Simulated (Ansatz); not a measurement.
RbBr

The calculation's input:

```
crystal:
  lattice:
    - [4.1788423624, 0.0, 0.0]
    - [0.0, 4.1788423624, 0.0]
    - [0.0, 0.0, 4.070168854]
  atoms:
    - { symbol: Rb, position: [-0.0793829626, 0.0, 0.0] }
    - { symbol: Br, position: [0.5849104822, 0.5, 0.5] }
basis:
  ecutwfc: 420
kpoints:
  mp_grid: { grid: [6, 6, 6] }
hamiltonian:
  xc: pbesol
scf:
  occupations: { method: gaussian, width: 0.05 }
output:
  forces: true
  stress: true
  eigenvalues: true
  write_density: true
  write_potential: true
  elf: true
  volumetric_format: npy
```

Run with:

```sh
ansatz run input.yaml --threads 1 --pin off --max-ram 2048MiB --backend cpu --events-out ev --progress --plain --runs-dir out
```

Below, planes, directions and counts refer to the conventional cell (a = 4.07 Å, b = 4.18 Å, c = 4.18 Å, α = 90.00°, β = 90.00°, γ = 90.00°).

Space group Pmm2; a structure from a database of computed crystals, not necessarily the ambient phase; changed on purpose from its base cell (mode 4 frozen in at -0.346 Å, equal normal strain along x and y +0.0267); not relaxed (largest force 0.5 eV/Å).

Method: DFT PBEsol, scalar-relativistic, plane waves, PAW (Ansatz).

Q: Predict the valence pseudo-density and electron localisation function between the atoms.

A: Rb–Br (3.24 Å): the density is about 0.12 e/Å³ at the midpoint; the ELF is about 0.10 at the midpoint: an ionic contact with no shared pair.

Q: Metal or insulator at this level of theory?

A: It is gapped, with a Kohn–Sham gap of 4.0 eV on the k-point mesh (the band edges may lie off the mesh, which would make the gap smaller).

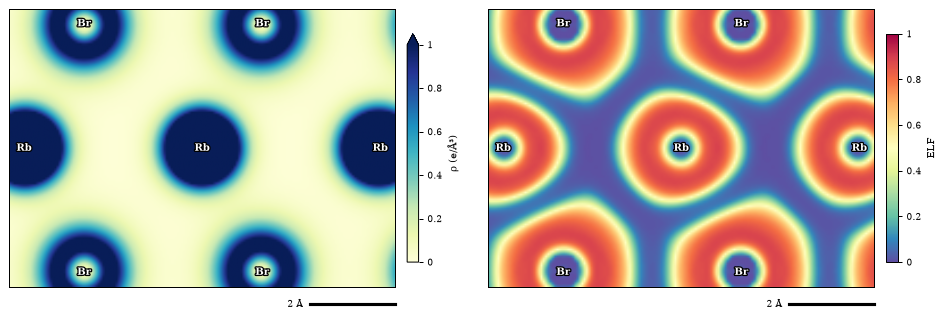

Computed valence pseudo-density and electron localisation function on the (110) plane of the conventional cell, in this order. 

The density is the valence pseudo-density of a PAW calculation; it isn't the true density close to the nuclei.
